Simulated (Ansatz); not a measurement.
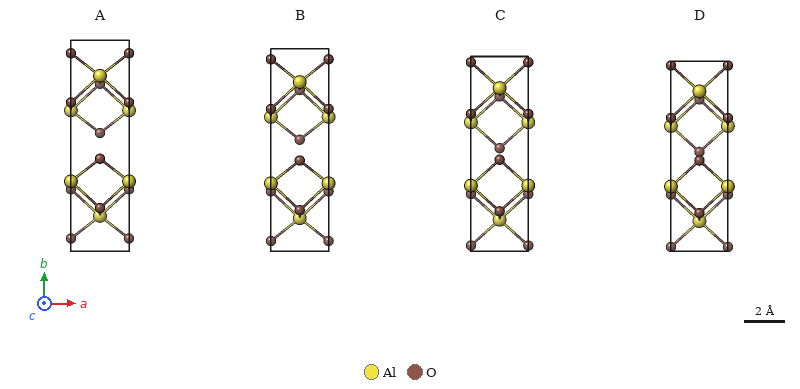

4 geometries from one relaxation of crystalline AlO2 (set up in Cmcm), in shuffled order. Style: ball-and-stick. Shown: the conventional cell (2 times the calculation's cell), along the c axis. Lengths and directions refer to the drawn axes.

The run lets cell and atoms move.

All numbers below come from Kohn-Sham DFT of a periodic cell, PBE, Ansatz PAW in Ansatz 0.2.0. Settings: plane-wave cutoff 420 eV; k-point mesh 9 × 9 × 7; occupations fermi-dirac; smearing width 0.05 eV; no spin polarisation; cell and atoms relaxed; force threshold 0.01 eV/Å; at most 40 steps.

Question: Put them in the order of the run, from the start to the converged end.

Answer: A, B, D, C. They are steps 0, 1, 3, 14, at +0.706 eV per cell of the calculation, +0.470 eV per cell of the calculation, +0.112 eV per cell of the calculation relative to the last. The largest moves relative to the cell, 0.31 Å, are those of O atoms. By element the largest moves are O 0.31 Å, Al 0.06 Å. The drawn cell changes as follows: a 2.976 → 2.939 Å (−1.3 %), b 10.806 → 9.981 Å (−7.6 %), c 3.647 → 3.624 Å (−0.6 %); the volume changes by −9.4 %. Near-neighbour distances that change, for instance: Al–O 1.885 → 1.977 Å, Al–O 2.017 → 1.975 Å, Al–O 1.868 → 1.862 Å. Bond angles that change, for instance: Al–O–Al 104.3° → 96.0°, O–Al–O 104.3° → 96.0°, O–Al–O 175.4° → 179.9°. The space group stays Cmcm (No. 63). After 10 accepted moves (14 points after the start) the energy has fallen by 0.706 eV per cell of the calculation. The largest force component goes from 0.7 to 0.0018 eV/Å. The pressure goes from −1.16 to 0.00 GPa. The line search rejected the trial step at point 5 of the run. The SCF was repeated 3 times at an unchanged geometry on a basis and grid sized afresh for the cell, which shifted the energy by 15.1 meV per cell of the calculation at most. The run took 44 s on 2 threads of Arm Neoverse V2, with other jobs on the host, peak memory 0.41 GiB.
